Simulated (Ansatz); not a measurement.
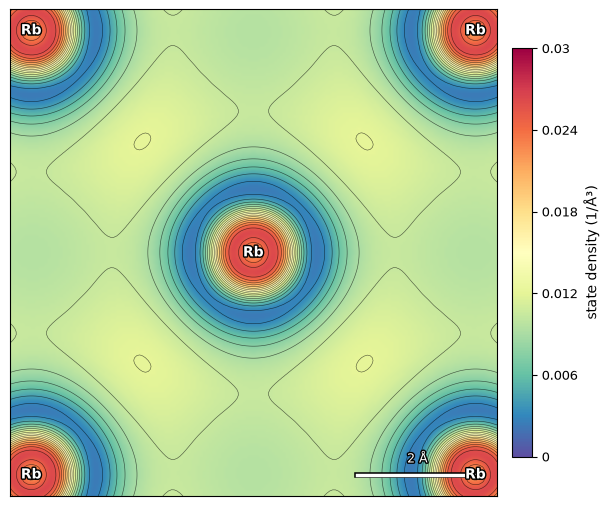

*Rb. Density of the Kohn–Sham states from −0.25 to +0.25 eV about the Fermi level (the states at the Fermi level), scaled to one electron a cell: a map on the (100) plane of the conventional cell.*

Space group Fm-3m. This isn't the usual form at ambient conditions. The cell comes from a database of computed structures, not from a measurement.

All numbers below come from DFT PBEsol, scalar-relativistic, plane waves, PAW (Ansatz).

In a PAW calculation such maps are meaningful between the atoms, not at the nuclei.

```cif
data_structure
_symmetry_space_group_name_H-M 'P 1'
_symmetry_Int_Tables_number 1
_cell_length_a 7.2798
_cell_length_b 7.2798
_cell_length_c 7.2798
_cell_angle_alpha 90.000
_cell_angle_beta 90.000
_cell_angle_gamma 90.000
_cell_volume 385.79
loop_
_atom_site_label
_atom_site_type_symbol
_atom_site_fract_x
_atom_site_fract_y
_atom_site_fract_z
_atom_site_occupancy
Rb1 Rb 0.00000 0.00000 0.00000 1
Rb2 Rb 0.50000 0.50000 0.00000 1
Rb3 Rb 0.50000 0.00000 0.50000 1
Rb4 Rb 0.00000 0.50000 0.50000 1
```

Question: Describe these states.

Answer: Projected on a minimal set of atomic orbitals (Löwdin), they are Rb 5s (over 95 %).

The run took 3.5 s on 1 thread of Arm Neoverse N1, with other jobs on the host, peak memory 0.29 GiB.
